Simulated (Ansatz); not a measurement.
A series of calculations on SnO

Part 1: A change

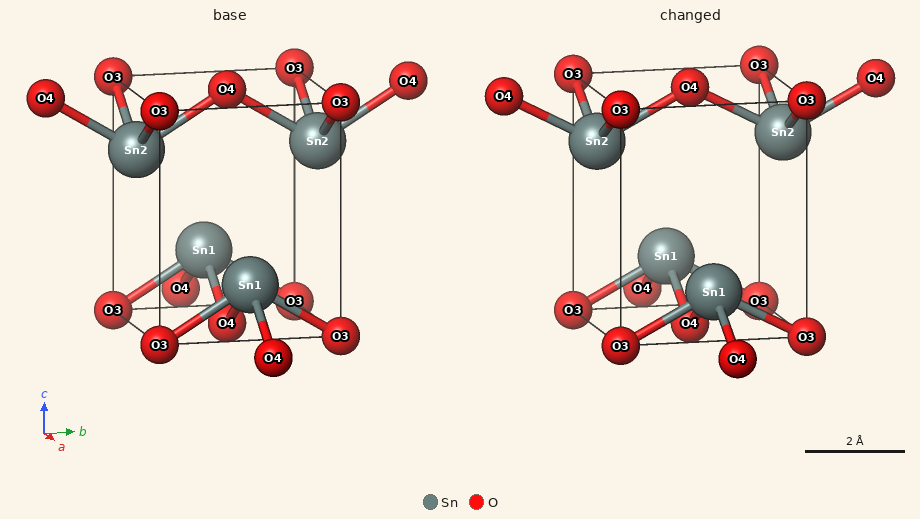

Left: a symmetric starting cell of SnO. Right: the same structure after one change, at the same scale. Style: ball-and-stick. Shown: the cell of the calculation, slightly off an axis.

These are results of Ansatz 0.2.0, DFT PBEsol, scalar-relativistic, plane waves, PAW, not measurements. Set-up: plane-wave cutoff 420 eV; k-point mesh 12 × 12 × 10; occupations gaussian; smearing width 0.1 eV; no spin polarisation.

**What was changed?**

The cell is strained by +1.1 % along c and +2.6 % across it (volume +6.4 %) and the Sn atoms are displaced by 0.14 Å relative to the cell: Sn1 0.14 Å along −c. No relaxation follows. The starting cell wasn't computed here and needn't be at equilibrium, so pressure and forces aren't due to the change alone.

**And its effect?**

The pressure is 2.9 GPa (not all of it need come from the change, since the unchanged cell can be under pressure at this level too). The principal stresses (compression positive) are 5.3 GPa along c and 1.6 GPa across it. The largest forces, 1.8 eV/Å, act on Sn1 and Sn2; on Sn1 it points along +c. The forces point straight back along the displacements (cosine −1.00). Some distances before and after: O–Sn 2.224 → 2.202 Å. The space group stays P4/nmm (No. 129).

Part 2: Distortion

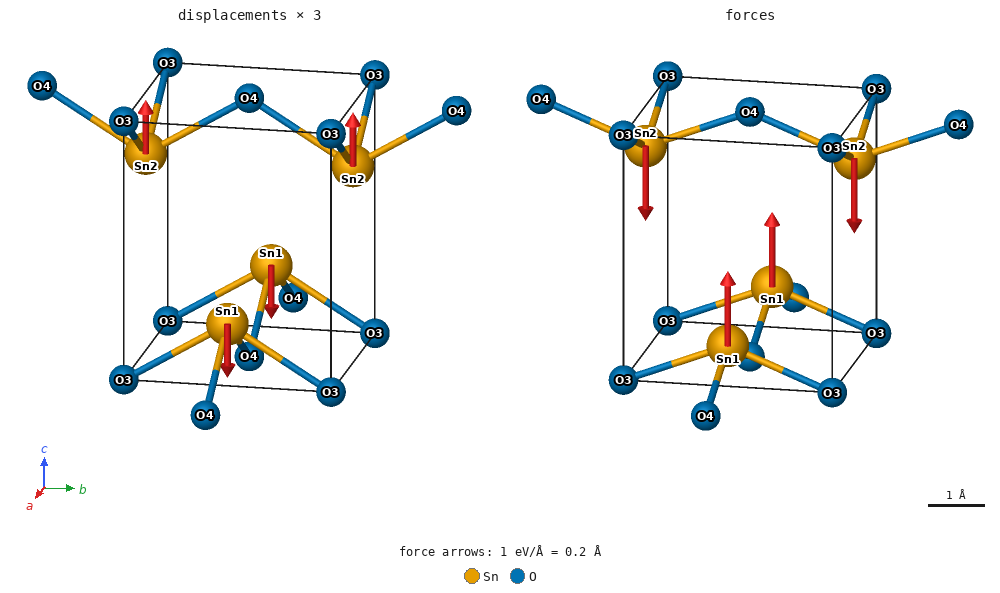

Left: a symmetric starting cell of SnO, with red arrows for the displacements applied to it (without the part that the change of the cell carries along). Right: the displaced structure with the computed forces. Besides, the cell is strained by −5.3 % along c and +0.7 % across it (volume −3.8 %). The picture is a ball-and-stick view of the cell of the calculation, seen from a free direction.

Theory: Ansatz 0.2.0, DFT r2SCAN, scalar-relativistic, plane waves, PAW. (plane-wave cutoff 500 eV; k-point mesh 12 × 12 × 10; occupations gaussian; smearing width 0.1 eV; no spin polarisation)

**Where do the forces point?**

The Sn atoms are displaced by 0.33 Å relative to the cell: Sn2 0.33 Å along +c. No relaxation follows. The starting cell wasn't computed here and needn't be at equilibrium, so pressure and forces aren't due to the change alone. The pressure is 32.5 GPa (not all of it need come from the change, since the unchanged cell can be under pressure at this level too). The principal stresses (compression positive) are 20.9 GPa along c and 38.3 GPa across it. The largest forces, 7 eV/Å, act on Sn1 and Sn2; on Sn1 it points along +c. The forces point straight back along the displacements (cosine −1.00). Some distances before and after: O–Sn 2.224 → 2.060 Å. The space group stays P4/nmm (No. 129).

Part 3: Distortion

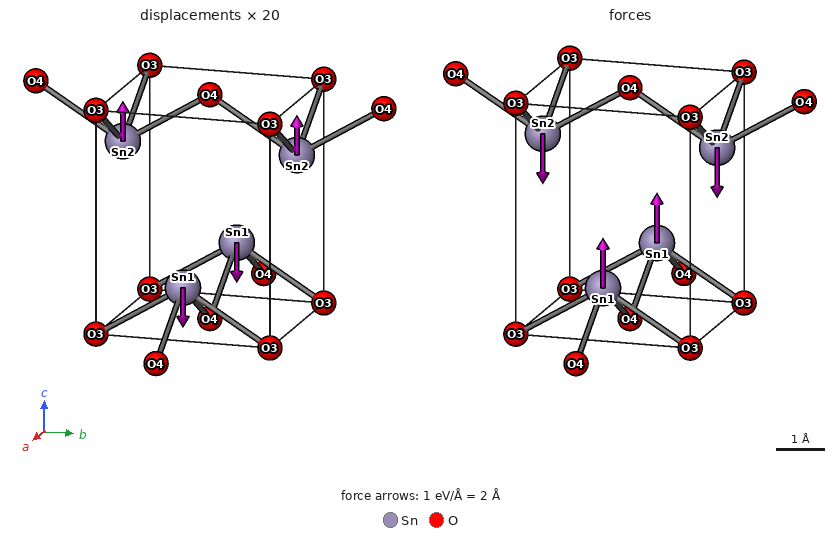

Left: a symmetric starting cell of SnO, with purple arrows for the displacements applied to it (without the part that the change of the cell carries along). Right: the displaced structure with the computed forces. Besides, the cell is strained by +3.2 % along c and +0.2 % across it (volume +3.5 %). The picture is a ball-and-stick view of the cell of the calculation, seen slightly off an axis.

Level of theory: DFT PBE, scalar-relativistic, plane waves, PAW in Ansatz. Set-up: plane-wave cutoff 420 eV; k-point mesh 12 × 12 × 10; occupations gaussian; smearing width 0.1 eV; no spin polarisation.

**How do the forces relate to the distortion?**

The Sn atoms are displaced by 0.04 Å relative to the cell: Sn1 0.04 Å along −c. No relaxation follows. The starting cell wasn't computed here and needn't be at equilibrium, so pressure and forces aren't due to the change alone. The space group stays P4/nmm (No. 129). The pressure is 3.9 GPa (not all of it need come from the change, since the unchanged cell can be under pressure at this level too). The principal stresses (compression positive) are 3.1 GPa along c and 4.3 GPa across it. The largest forces, 0.55 eV/Å, act on Sn1 and Sn2; on Sn1 it points along +c. The forces point straight back along the displacements (cosine −1.00).
